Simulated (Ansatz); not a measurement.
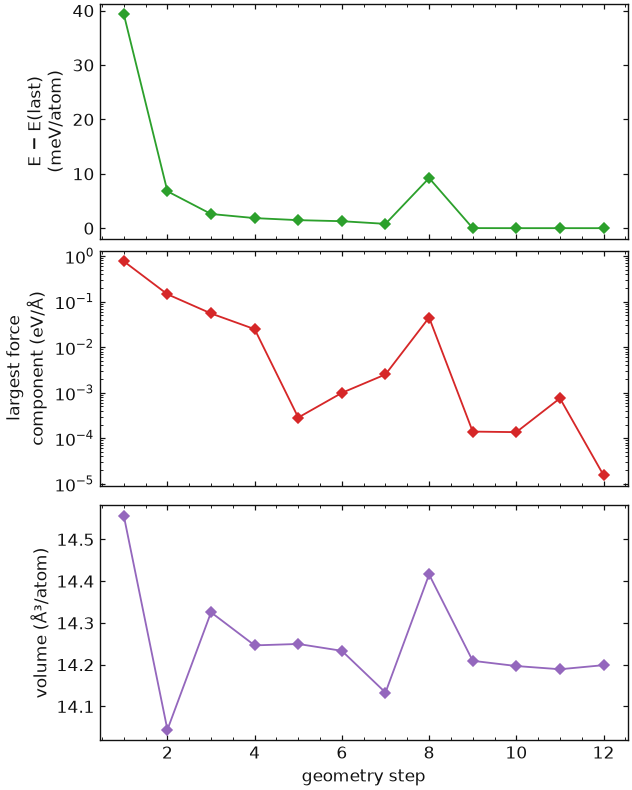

History of a geometry optimisation. CuAu (P1, 2 atoms in the cell); Ansatz 0.2.0, DFT, PBEsol, PAW with Ansatz's default frozen-core files, scalar-relativistic; cutoff 420 eV, 8×8×6 k-mesh, Fermi–Dirac smearing of 0.05 eV. Atoms and cell relax. A closing SCF on a freshly chosen basis isn't drawn.

The optimisation met its thresholds at geometry 12, counting the start as the first. The energy fell by about 39 meV/atom from the first step to the last. Steps 8 and 11 went uphill and were rejected by the line search. The largest force component goes from about 0.76 eV/Å at the start to 1.6 × 10⁻⁵ eV/Å at the end. The volume shrinks from 14.56 to 14.20 Å³ per atom (−2.5 %), overshooting to 14.04 at step 2.
